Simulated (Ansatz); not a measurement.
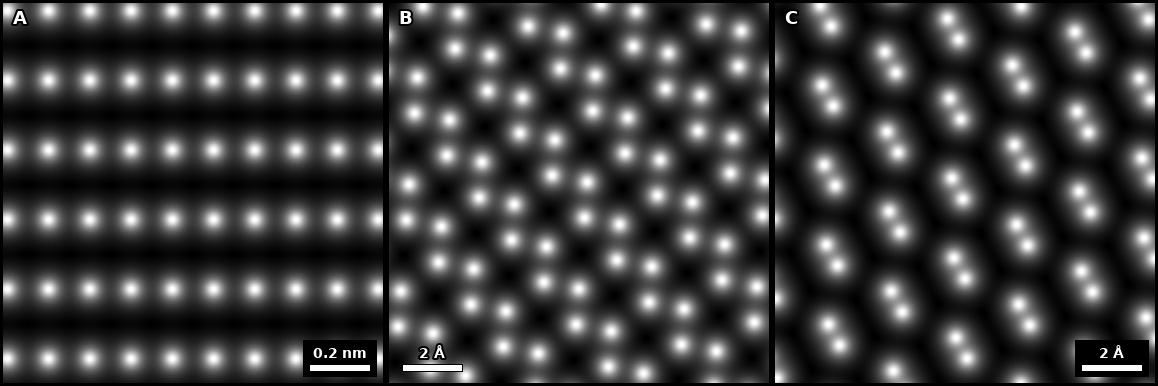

Three views of Pd (P6_3/mmc, No. 194) along different zone axes. Computed as the sum of neutral-atom potentials (tabulated electron scattering factors, B = 0.3 Å²) projected along the beam and smoothed by 0.25 Å; brighter is more positive. The display is stretched by a gamma of 0.6; percentages refer to the linear signal. Structure used: the input geometry of a calculation; the starting structure was generated, so it need not be a known form of this composition.

```xyz
2
Lattice="2.8218 0.0000 0.0000 -1.4109 2.4437 0.0000 0.0000 0.0000 4.7639" Properties=species:S:1:pos:R:3 pbc="T T T"
Pd    0.0000    1.6291    1.1910
Pd    1.4109    0.8146    3.5729
```

Match the panels to the zone axes [101], [201] and [210].

A is [210]: projected cell 1.41 × 2.38 Å, 90°, plane group p2mm. B is [201]: projected cell 1.82 × 2.61 Å, 110°, plane group c2mm. C is [101]: projected cell 2.43 × 2.73 Å, 116°, plane group c2mm.
